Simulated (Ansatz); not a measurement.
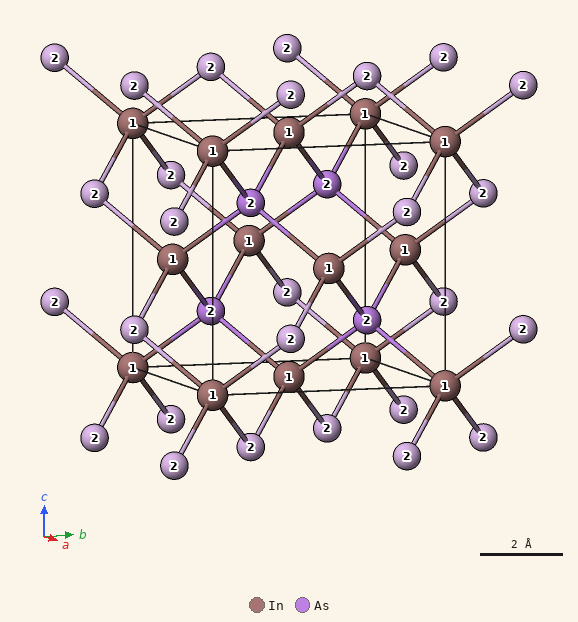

**Figure 1.** The input geometry (ball-and-stick view of the cell 4 times as large as that of the calculation, set on its symmetry axes, seen slightly off an axis; neighbours outside the cell are drawn fainter; atoms are numbered from 1 in the order of the input). An atom can appear more than once, as a periodic image. Near neighbours in the periodic cell (some may lie outside the picture): In has 4 As at 2.62 Å; As has 4 In at 2.62 Å.

## InAs: band-structure calculation

System: InAs (F-43m, 2 atoms in the cell).
Method: DFT, LDA, PAW with Ansatz's default frozen-core files, scalar-relativistic, no spin polarisation (Ansatz 0.2.0).

The structure derives from an entry of the Crystallography Open Database. It belongs to a series of runs on one base structure; here: functional lda, PAW files. Figures and captions count atoms from 1; the log counts them from 0 in places.

**Input file**
```yaml
crystal:
  lattice:
    - [0.0, 3.024, 3.024]
    - [3.024, 0.0, 3.024]
    - [3.024, 3.024, 0.0]
  atoms:
    - { symbol: In, position: [0.0, 0.0, 0.0] }
    - { symbol: As, position: [0.75, 0.75, 0.75] }
kpoints:
  mp_grid: { grid: [10, 10, 10] }
  band_path:
    path:
      - [0.0, 0.0, 0.0]
      - [-0.5, -0.5, 0.0]
      - [-0.375, -0.375, 0.25]
      - [-0.375, 0.0, 0.375]
      - [0.0, 0.0, 0.0]
      - [0.0, 0.0, 0.5]
      - [-0.5, -0.25, 0.25]
      - [-0.5, -0.5, 0.0]
    npoints: 5
scf:
  occupations: { method: fermi_dirac, width: 0.08 }
hamiltonian:
  xc: lda
  pseudopotentials: { kind: paw }
output:
  forces: true
  stress: true
  eigenvalues: true
  efg: { contact_densities: true }
  write_density: true
  write_potential: true
  elf: true
  volumetric_format: npy
```

Run on 1 thread of Intel Xeon (Granite Rapids), 32 GiB of memory available, shared host.

Launch command:
```bash
ansatz run input.yaml --threads 1 --pin off --max-ram 2048MiB --backend cpu --events-out ev --progress --plain --runs-dir out
```

**What the program printed**
```
In: output.efg is read without spin–orbit coupling, which moves field gradients at and beside such atoms by some per cent and up to a factor of two; PAW files take it under magnetization.noncollinear and magnetization.spin_orbit
Engine: ansatz 0.2.0, x86_64-unknown-linux-gnu
Pseudopotentials: kind: paw
Pseudopotential: In, paw, valence charge 13, recommended cutoff 420 eV (normal), In.paw.azcp
Pseudopotential: As, paw, valence charge 15, recommended cutoff 420 eV (normal), As.paw.azcp
Functional definition: SPW92
  exchange = slater_x
  correlation = pw_c
Crystal: 2 atoms, lattice volume = 55.306 Å³
Basis set: ecut = 420 eV, 1067 PW (Γ)
Bands: 18, of which v1, the nominal top of the filled ones, is band 14 counted from 1 (13 counted from 0)
Symmetry: 24 space group operations
Space group: F-43m (ITA 216), of the structure as read, at distance tolerance 3.8e-5 Å
k-points: 47 of 1000 (time reversal used)
Non-local potential: In, projectors of the file, l = 0: 2, l = 1: 2, l = 2: 2, l = 3: 2
Non-local potential: As, projectors of the file, l = 0: 2, l = 1: 2, l = 2: 3, l = 3: 1
PAW form: soft (Blöchl's): semilocal exchange-correlation on the pseudo side does not see the compensation charge
PAW frozen core: In, regenerated for the run's functional, and the local potential with it (the file was generated under x = pbe(κ = 0.804, μ = 0.2195149727645171), c = pbe(β = 0.06672455060314922))
PAW frozen core: As, regenerated for the run's functional, and the local potential with it (the file was generated under x = pbe(κ = 0.804, μ = 0.2195149727645171), c = pbe(β = 0.06672455060314922))
PAW one-centre angular grid: In, 590 points (default); XC on 64 Gauss nodes
PAW one-centre angular grid: As, 590 points (default); XC on 64 Gauss nodes
Initial density: superposition of atomic densities (neutral atoms: chi_scale 0, normalization atom), corrected by the library's trained network
Initial wavefunctions: pseudopotential atomic-orbital guess
Functional: x = slater, c = lda
SCF iter   1: F=—  HF=-10231.252697 eV  |F-HF|=—  |Δ(HF+E_count)|=         —  Δρ=7.04e-3  dr2=2.25e-2  ethr=1.77e-3  ⟨swp⟩=5.9  Hψ=4325  notcnv=0
preconditioner: auto → none  [insulator: Δε(μ)=0.734 eV  Ē_g=14.576 eV  σ=0.080 eV  W_gap=0.88  n_scr=14 (ndim 8)  ℏωp=21.2 eV  f_vac=0.107  D(μ)=0.02/eV (n_scr^D=0)  ε∞_Penn≈3.1]
SCF iter   2: F=—  HF=-10231.244567 eV  |F-HF|=—  |Δ(HF+E_count)|=   8.13e-3  Δρ=2.42e-3  dr2=1.50e-3  ethr=8.05e-5  ⟨swp⟩=3.0  Hψ=1827  notcnv=0
SCF iter   3: F=—  HF=-10231.244352 eV  |F-HF|=—  |Δ(HF+E_count)|=   2.15e-4  Δρ=7.54e-4  dr2=2.18e-4  ethr=5.37e-6  ⟨swp⟩=2.8  Hψ=1647  notcnv=0
SCF iter   4: F=—  HF=-10231.244314 eV  |F-HF|=—  |Δ(HF+E_count)|=   3.78e-5  Δρ=2.45e-4  dr2=2.00e-5  ethr=7.79e-7  ⟨swp⟩=2.7  Hψ=1484  notcnv=0
SCF iter   5: F=—  HF=-10231.244310 eV  |F-HF|=—  |Δ(HF+E_count)|=   4.51e-6  Δρ=1.89e-5  dr2=1.50e-7  ethr=7.13e-8  ⟨swp⟩=2.3  Hψ=1216  notcnv=0
SCF iter   6: F=-10231.244310 eV  HF=-10231.244310 eV  |F-HF|=2.53e-10  |Δ(HF+E_count)|=   2.29e-8  Δρ=4.70e-6  dr2=1.16e-8  ethr=3.57e-10  ⟨swp⟩=8.4  Hψ=5608  notcnv=0
SCF 1 converged in 6 iterations: F = -10231.244310 eV  dr2 = 1.16e-8
  greatest PAW one-centre occupation: 0.999 electrons in one spin orbital (limit 2), on the As atom at site 1 (counted from 0), in its partial waves of l = 2
NSCF: frozen V_eff on 36 k-points
SCF converged after 6 iterations
Free energy (F): -10231.244310 eV
Harris-Foulkes:  -10231.244310 eV  (|F-HF|=2.53e-10)
Internal energy: -10231.243594 eV  (E = F + TS)
E sigma→0 (E₀):  -10231.243952 eV
Entropy (-TS):   -0.000715 eV (-0.358 meV/atom)
Fermi energy:    7.690961 eV
--- Per-component energies (eV) ---
  E_band       = -322.385431
  E_kinetic    = 348.167334
  E_local      = -3286.142649  (includes V_loc(G=0)·N_el)
  E_nonlocal   = -295.021058
  E_hartree    = 1584.355369
  E_xc         = -292.439277
  E_vxc        = -180.646562  (∫ρ·V_xc dr)
  E_paw        = -5769.739171  (= ΣΔE_a)
  E_vpaw       = -77.456801  (= ΣTr[D̂ρ^β])
  E_aug_tail   = 0.000035  (compensation charges beyond the density's cutoff)
  E_ewald      = -2522.783943
  E_core_change = 2.359766  (= ΣΔE_core)
  E_smearing   = -0.000715  (= −TS)
  E_closure    = 0.000000  (closes the sum)
  Σ components = -10231.244310   (vs F -10231.244310, Δ=0.00e0)
--- Forces (eV/Å), atoms counted from 1 ---
  atom   1  In    -0.00000000    -0.00000000     0.00000000
  atom   2  As     0.00000000    -0.00000000     0.00000000
  max |Σ_I F_I| component: 2.01e-16 eV/Å
--- Stress (GPa, compression-positive) ---
       -0.638866       0.000000       0.000000
       -0.000000      -0.638866       0.000000
       -0.000000       0.000000      -0.638866
  P = ⅓ Tr σ = -0.6389 GPa (-6.389 kbar)
--- PAW observables at the nuclei: V_zz in 10²¹ V/m², potentials from the cell's mean, atoms counted from 1 ---
  atom   1  In V_zz =    -0.000000   η = 0.0000   by run symmetry: forbidden
            electrostatic potential = -7936.422734 V   contact ρ = 1128471.227550 e/Å³
  atom   2  As V_zz =    +0.000000   η = 0.0000   by run symmetry: forbidden
            electrostatic potential = -4514.810488 V   contact ρ = 234352.547822 e/Å³
--- Band table (eV; the first three rows and the last of 47) ---
  k-point 0: bands = ["-27.6246", "-27.6246", "-27.6246", "-27.6165", "-27.6165", "-6.8089", "-6.8089", "-6.8089", "-6.6805", "-6.6805", "-4.4085", "7.0830", "7.5266", "7.5266", "7.5266", "11.3607", "11.3607", "11.3607"]
  k-point 1: bands = ["-27.6246", "-27.6245", "-27.6245", "-27.6165", "-27.6165", "-6.8231", "-6.8050", "-6.8050", "-6.6807", "-6.6807", "-4.3035", "5.8992", "7.3964", "7.3964", "8.3395", "11.4101", "11.5508", "11.5508"]
  k-point 2: bands = ["-27.6246", "-27.6245", "-27.6245", "-27.6164", "-27.6164", "-6.8583", "-6.7954", "-6.7954", "-6.6803", "-6.6803", "-4.0062", "4.4423", "7.1046", "7.1046", "8.6473", "11.9326", "11.9326", "12.0200"]
  k-point 46: bands = ["-27.6247", "-27.6244", "-27.6241", "-27.6165", "-27.6161", "-6.9791", "-6.7548", "-6.7331", "-6.6994", "-6.6704", "-2.3456", "1.7297", "4.6049", "4.6709", "11.0641", "11.2891", "13.1520", "13.9027"]
```

**File rho_z.tsv**
```
# z_ang	rho[e/angstrom^3]
# format = ansatz-planar-average/11
# lattice	0.000000000	3.024000000	3.024000000
# lattice	3.024000000	0.000000000	3.024000000
# lattice	3.024000000	3.024000000	0.000000000
# sites	2
# site	49	0.000000000	0.000000000	0.000000000
# site	33	4.536000000	4.536000000	4.536000000
0.000000	8.447508e-1
0.142553	7.842386e-1
0.285105	6.722509e-1
0.427658	5.336691e-1
0.570211	3.960351e-1
0.712764	2.796445e-1
0.855316	1.941272e-1
0.997869	1.388980e-1
1.140422	1.067983e-1
1.282975	8.953331e-2
1.425527	8.153130e-2
1.568080	8.011730e-2
1.710633	8.405301e-2
1.853185	9.294279e-2
1.995738	1.069505e-1
2.138291	1.271902e-1
2.280844	1.583627e-1
2.423396	2.128453e-1
2.565949	3.127998e-1
2.708502	4.823089e-1
2.851055	7.223991e-1
2.993607	9.829827e-1
3.136160	1.170476e0
3.278713	1.208956e0
3.421265	1.105194e0
3.563818	9.455035e-1
3.706371	8.258937e-1
3.848924	7.883486e-1
3.991476	8.124355e-1
4.134029	8.468799e-1
```

**File v_z.tsv**
```
# z_ang	v_es[eV]	v_tot[eV]
# format = ansatz-planar-average/11
# xc	lda
# density_cutoff_ev	1680
# datasets	In=:simpson_from_first_knot:soft:shift=-1837118	As=:simpson_from_first_knot:soft:shift=-2667139
# lattice	0.000000000	3.024000000	3.024000000
# lattice	3.024000000	0.000000000	3.024000000
# lattice	3.024000000	3.024000000	0.000000000
# sites	2
# site	49	0.000000000	0.000000000	0.000000000
# site	33	4.536000000	4.536000000	4.536000000
0.000000	2.982673e-1	-1.151988e1
0.142553	1.105553e0	-1.033355e1
0.285105	1.942517e0	-9.000982e0
0.427658	2.871942e0	-7.471247e0
0.570211	3.968337e0	-5.693973e0
0.712764	5.211937e0	-3.734108e0
0.855316	6.537315e0	-1.719597e0
0.997869	7.828538e0	1.689973e-1
1.140422	8.929882e0	1.732405e0
1.282975	9.714108e0	2.830719e0
1.425527	1.019811e1	3.486831e0
1.568080	1.046848e1	3.799484e0
1.710633	1.054379e1	3.801602e0
1.853185	1.041279e1	3.496471e0
1.995738	1.000480e1	2.826968e0
2.138291	9.280826e0	1.768085e0
2.280844	8.386690e0	4.805962e-1
2.423396	7.566852e0	-7.791115e-1
2.565949	6.986282e0	-1.835557e0
2.708502	6.652495e0	-2.662473e0
2.851055	6.448031e0	-3.351228e0
2.993607	6.178285e0	-4.076401e0
3.136160	5.594381e0	-5.083999e0
3.278713	4.575978e0	-6.504879e0
3.421265	3.234994e0	-8.227463e0
3.563818	1.803544e0	-9.993436e0
3.706371	5.419239e-1	-1.150451e1
3.848924	-3.150341e-1	-1.249778e1
3.991476	-6.146971e-1	-1.280726e1
4.134029	-3.546578e-1	-1.242580e1
```

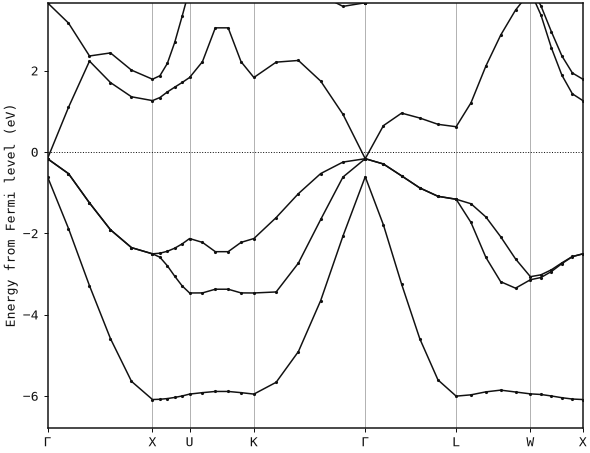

**Figure 2.** Band structure along Γ–X–U–K–Γ–L–W–X, with energies from the Fermi level. Bands cross the Fermi level: a metal at this level of theory.

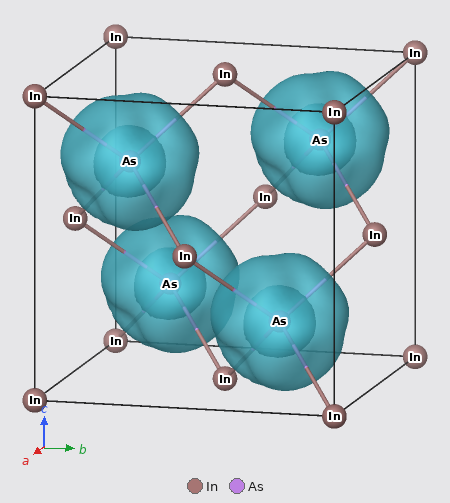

**Figure 3.** Isosurface of the ELF at 0.6 (cyan), seen slightly off an axis. Core shells and regions of very low density are left out. Sticks mark near contacts. The outline is the cell set on symmetry axes. Along the contacts the grid gives the following. In–As (2.62 Å): the ELF peaks at about 0.75 between the atoms. The fields are those of the smooth PAW valence density.

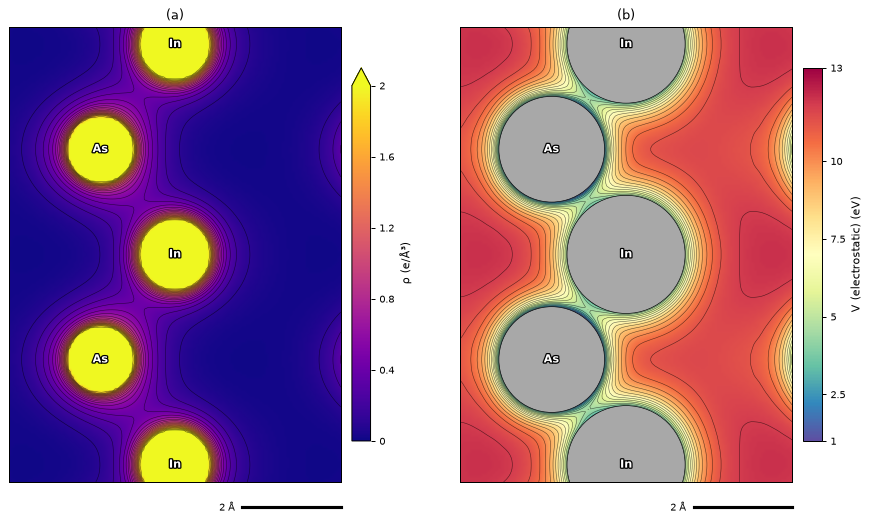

**Figure 4.** (a) valence charge density (pseudo); (b) electrostatic potential energy of an electron on the (101) plane of the conventional cell. Grey discs, where drawn, cover atomic cores. The section cuts through In and As sites. In–As (2.62 Å): ρ is about 0.41 e/Å³ halfway. Away from the nuclei the density in this plane falls to 0.01 e/Å³ at its lowest. Outside the cores the potential energy rises away from the atoms and is highest about 2.6 Å from the nearest atoms; outside the discs it spans about 10 eV, and its zero is arbitrary.

**Summary**

```tsv
quantity	value
outcome	converged
space group (tolerance 0.01 Å)	F-43m (216)
electrons treated	28
free energy	−10231.2443 eV
Fermi energy	7.691 eV
pressure	−0.64 GPa
field gradient V_zz (10²¹ V/m²)	zero at all sites
electronic character	metal
largest force (length of the vector)	under 0.001 eV/Å
wall time	4.5 s
peak memory	0.47 GiB
```

**Notes**

Warnings of the run: the field gradients leave out spin–orbit coupling.
